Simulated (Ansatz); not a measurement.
La2O3

The calculation's input:

```
crystal:
  lattice:
    - [6.3702727145, 0.0, 0.0]
    - [-3.1851363572, 5.5168179998, 0.0]
    - [0.0, 0.0, 3.2898942108]
  atoms:
    - { symbol: La, position: [0.6666666667, 0.3333333333, 0.498103] }
    - { symbol: La, position: [0.3333333333, 0.6666666667, 0.501897] }
    - { symbol: O, position: [0.504607, 0.0, 0.0] }
    - { symbol: O, position: [0.0, 0.504607, 0.0] }
    - { symbol: O, position: [0.495393, 0.495393, 0.0] }
hamiltonian:
  xc: pbesol
  pseudopotentials: { kind: paw }
kpoints:
  mp_grid: { grid: [5, 5, 8] }
scf:
  occupations: { method: fermi_dirac, width: 0.05 }
output:
  forces: true
  stress: true
  eigenvalues: true
  write_density: true
  write_potential: true
  elf: true
  volumetric_format: npy
relax:
  f_tol: 0.01
  max_steps: 40
  cell: { stress_tol: 0.05 }
```

Run with:

```sh
ansatz run input.yaml --threads 2 --pin off --max-ram 5632MiB --backend cpu --events-out ev --progress --plain --runs-dir out
```

Below, planes, directions and counts refer to the conventional cell (a = 6.30 Å, b = 6.30 Å, c = 3.25 Å, α = 90.00°, β = 90.00°, γ = 120.00°).

The fields are those of the relaxed geometry.

Space group P6/mmm; a structure from a database of computed crystals, not necessarily the ambient phase.

Level of theory: Kohn-Sham DFT of a periodic cell, PBEsol, Ansatz PAW in Ansatz.

### Predict the valence pseudo-density and electron localisation function between the atoms.

La–O (2.44 Å): ρ at the midpoint is about 0.44 e/Å³; the ELF is about 0.25 at the midpoint: an ionic contact with no shared pair.

### Does the calculation make it a metal, or give it a gap?

It is gapped, with a Kohn–Sham gap of 1.4 eV on the k-point mesh (the band edges may lie off the mesh, which would make the gap smaller).

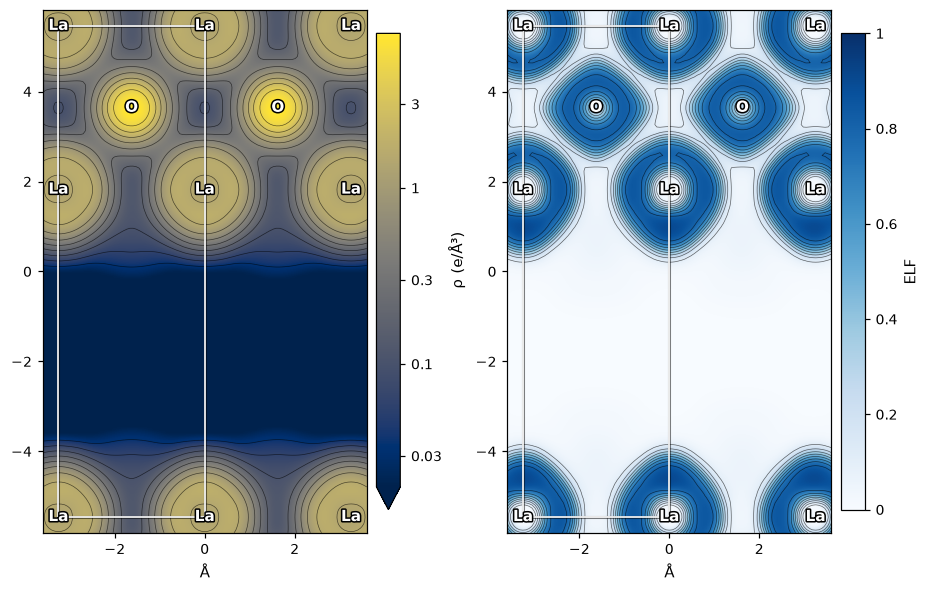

Computed valence pseudo-density and electron localisation function on the (110) plane of the conventional cell, in this order. 
